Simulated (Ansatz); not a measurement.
```
Sn O
1.0
     3.27002    0.00000    0.00000
    -1.63501    2.83192    0.00000
     0.00000    0.00000   14.12930
Sn O
3 6
Direct
  0.33333 0.66667 0.16667
  0.00000 0.00000 0.50000
  0.66667 0.33333 0.83333
  0.00000 0.00000 0.22867
  0.66667 0.33333 0.56200
  0.33333 0.66667 0.89533
  0.66667 0.33333 0.10467
  0.33333 0.66667 0.43800
  0.00000 0.00000 0.77133
```

Space group R-3m; a structure from a database of computed crystals, not necessarily the ambient phase; changed on purpose from its base cell (strained and moved within the space group); not relaxed (largest force 1.5 eV/Å); computed pressure about 7 GPa in this cell.

Theory: Ansatz, DFT PBE, scalar-relativistic, plane waves, PAW.

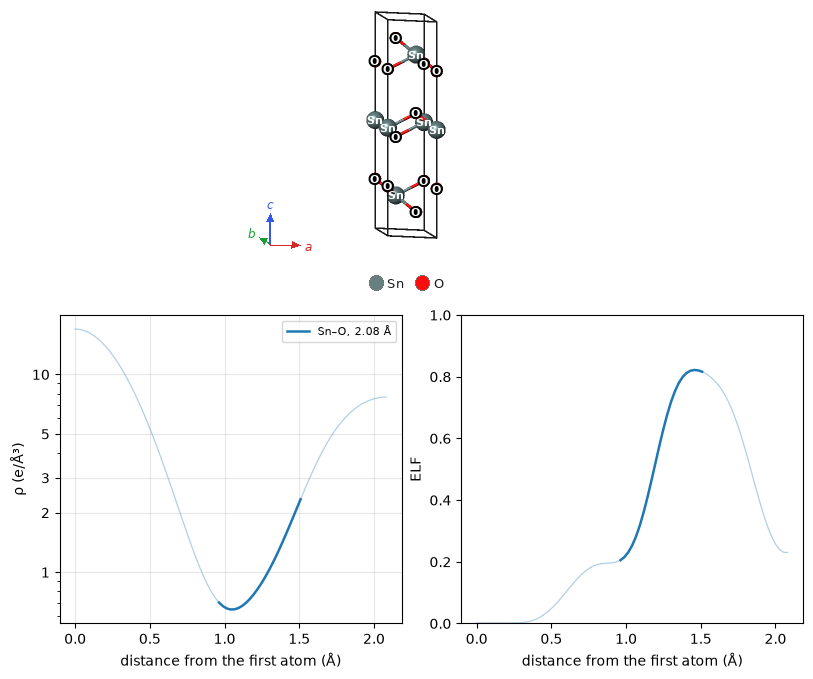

SnO$_{2}$. Valence pseudo-density and electron localisation function along straight lines between neighbouring atoms. Thin, pale parts lie inside the atomic spheres. The structure is drawn too.

The density is the valence pseudo-density of a PAW calculation; it isn't the true density close to the nuclei.

Question: What can be read from the curves?

Answer: Sn–O (2.08 Å): ρ is about 0.65 e/Å³ halfway; the ELF peaks at about 0.80 in the valence shell of O, 0.6 Å from its nucleus, and is about 0.25 at the midpoint (no localised pair shows between them).
